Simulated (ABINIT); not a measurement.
**Si: oneshot calculation (part 4 of 4)**

Si (Fd-3m, 2 atoms in the cell); Kohn-Sham DFT of a periodic cell, LDA, PseudoDojo NC SR LDA v0.4.1 standard, no spin polarisation (ABINIT 10.8.3); cutoff 326.54 eV, 6×6×6 k-mesh, fixed occupations. The structure derives from a Materials Project entry.

Geometry of the input (Å; fractional positions):
```
0.0000  2.7219  2.7219
2.7219  0.0000  2.7219
2.7219  2.7219  0.0000
Si 0.5000  0.5000  0.5000
Si 0.7500  0.7500  0.7500
```

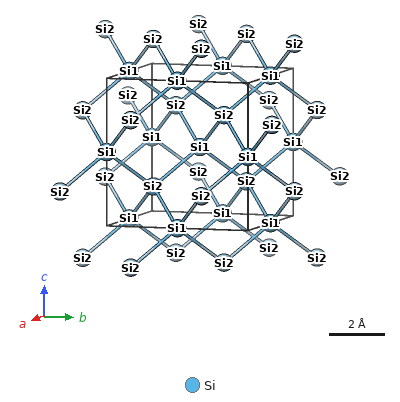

Fig. 1: The input geometry (ball-and-stick view of the cell 4 times as large as that of the calculation, set on its symmetry axes, seen slightly off an axis; neighbours outside the cell are drawn fainter; atoms are numbered from 1 in the order of the input).

### Output, continued
```
--- !SelfEnergy_ee
iteration_state: {dtset: 3, }
kpoint     : [  -0.333,    0.500,    0.167, ]
spin       : 1
KS_gap     :    6.312
QP_gap     :    7.386
Delta_QP_KS:    1.074
data: !SigmaeeData |
     Band     E_DFT   <VxcDFT>   E(N-1)  <Hhartree>   SigX  SigC[E(N-1)]    Z     dSigC/dE  Sig[E(N)]  DeltaE  E(N)_pert E(N)_diago
        1    -3.045   -10.868    -3.045    -1.076    -3.188     0.000     1.000     0.000    -3.188    -1.219    -4.264    -4.264
        2    -3.045   -10.868    -3.045    -1.076    -3.188     0.000     1.000     0.000    -3.188    -1.219    -4.264    -4.264
        3     0.999   -10.069     0.999     2.818    -2.441     0.000     1.000     0.000    -2.441    -0.622     0.377     0.377
        4     0.999   -10.069     0.999     2.818    -2.441     0.000     1.000     0.000    -2.441    -0.622     0.377     0.377
        5     7.311    -9.572     7.311     9.038    -1.275     0.000     1.000     0.000    -1.275     0.452     7.763     7.763
        6     7.311    -9.572     7.311     9.038    -1.275     0.000     1.000     0.000    -1.275     0.452     7.763     7.763
        7    11.302   -10.083    11.302    13.115    -1.097     0.000     1.000     0.000    -1.097     0.715    12.018    12.018
        8    11.302   -10.083    11.302    13.115    -1.097     0.000     1.000     0.000    -1.097     0.715    12.018    12.018
        9    15.095   -10.556    15.095    17.005    -0.987     0.000     1.000     0.000    -0.987     0.923    16.018    16.018
       10    15.095   -10.556    15.095    17.005    -0.987     0.000     1.000     0.000    -0.987     0.923    16.018    16.018
       11    17.458   -10.263    17.458    19.305    -0.855     0.000     1.000     0.000    -0.855     0.993    18.450    18.450
       12    17.458   -10.263    17.458    19.305    -0.855     0.000     1.000     0.000    -0.855     0.993    18.450    18.450
...

 New Fermi energy :        1.813980E-01 Ha ,    4.936090E+00 eV
 New Exchange energy :    -4.108457E-01 Ha ,   -1.117968E+01 eV

 === QP Band Gaps ===
  >>>> For spin  1
   Minimum direct gap =   3.3239 [eV], located at k-point      :   0.0000  0.0000  0.0000
   Fundamental gap    =   1.3922 [eV], Top of valence bands at :   0.0000  0.0000  0.0000
                                       Bottom of conduction at :   0.3333  0.3333  0.0000

 writing QP data on file : runo_DS3_QPS

 Convergence of QP corrections
 >>>>> For spin  1 <<<<<

== END DATASET(S) ==============================================================
================================================================================

 -outvars: echo values of variables after computation  --------
            acell      1.8897261259E+00  1.8897261259E+00  1.8897261259E+00 Bohr
           etotal1    -8.5238832586E+00
           etotal3     0.0000000000E+00
            fcart1    -0.0000000000E+00 -0.0000000000E+00 -0.0000000000E+00
                      -0.0000000000E+00 -0.0000000000E+00 -0.0000000000E+00
            fcart3     0.0000000000E+00  0.0000000000E+00  0.0000000000E+00
                       0.0000000000E+00  0.0000000000E+00  0.0000000000E+00
            rprim      0.0000000000E+00  2.7218511865E+00  2.7218511865E+00
                       2.7218511865E+00  0.0000000000E+00  2.7218511865E+00
                       2.7218511865E+00  2.7218511865E+00  0.0000000000E+00
           strten1     8.5177068888E-05  8.5177068888E-05  8.5177068888E-05
                       0.0000000000E+00  0.0000000000E+00  0.0000000000E+00
           strten3     0.0000000000E+00  0.0000000000E+00  0.0000000000E+00
                       0.0000000000E+00  0.0000000000E+00  0.0000000000E+00
           xangst      2.7218511865E+00  2.7218511865E+00  2.7218511865E+00
                       4.0827767797E+00  4.0827767798E+00  4.0827767798E+00
             xred      5.0000000000E-01  5.0000000000E-01  5.0000000000E-01
                       7.5000000000E-01  7.5000000000E-01  7.5000000000E-01
 Calculation completed.
```

### Results in brief

```tsv
quantity	value
outcome	converged
space group (tolerance 0.01 Å)	Fd-3m (227)
electrons treated	8
quasiparticle gap	1.39 eV
gap on the k-point mesh	0.63 eV
wall time	13 s
peak memory	0.12 GiB
```

Points of doubt noted for this run: cutoff too low for stress; libxc hse convention.
